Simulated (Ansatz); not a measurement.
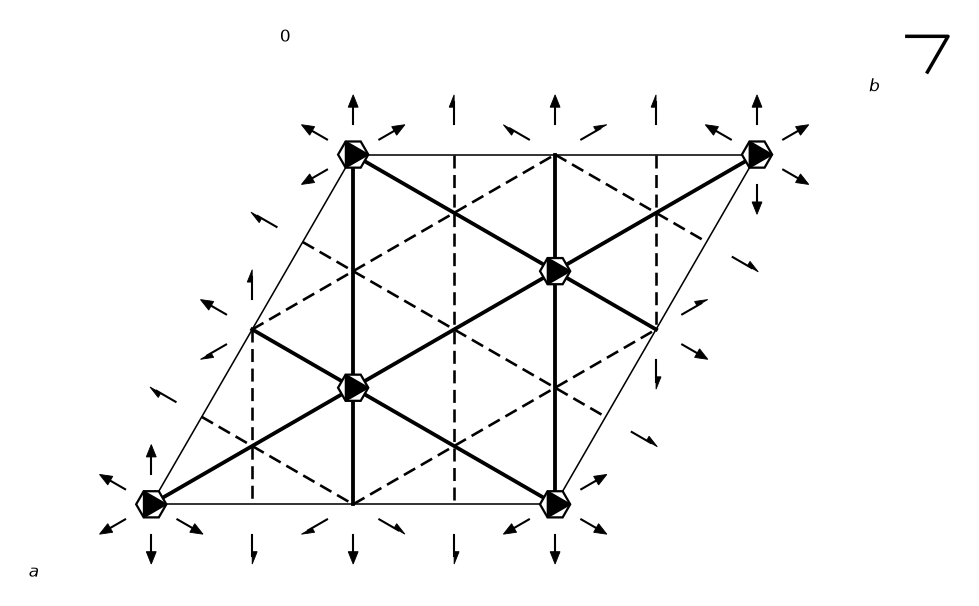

Symmetry elements of a space group, projected down c, computed from the operations of a computed or model structure of composition WS2.

Graphical symbols as in the International Tables (origin upper left, heights as fractions; handed screw axes are marked by their printed symbols).

### Which space group is it?

No. 187, P-6m2; primitive hexagonal, point group -6m2, 12 general positions a cell.

### List the elements shown.

−6 axes along c at (0, 0), (1/3, 2/3), (2/3, 1/3); mirror planes holding c and [1 2 0] or [2 1 0] or [−1 1 0]; in-plane glide planes holding c and [1 2 0] or [2 1 0] or [−1 1 0]; a mirror plane normal to c at height 0; 2 axes along [1 2 0] at height 0; 2 axes along [2 1 0] at height 0; 2 axes along [−1 1 0] at height 0; 2₁ axes along [1 2 0] at height 0; 2₁ axes along [2 1 0] at height 0; 2₁ axes along [−1 1 0] at height 0. Heights repeat every half period; positions are (a, b) fractions, modulo 1.

### Write the general positions (in any order).

x, y, z; −x+y, −x, −z; −y, x−y, z; x, y, −z; −x+y, −x, z; −y, x−y, −z; −y, −x, −z; x, x−y, z; −x+y, y, −z; −y, −x, z; x, x−y, −z; −x+y, y, z
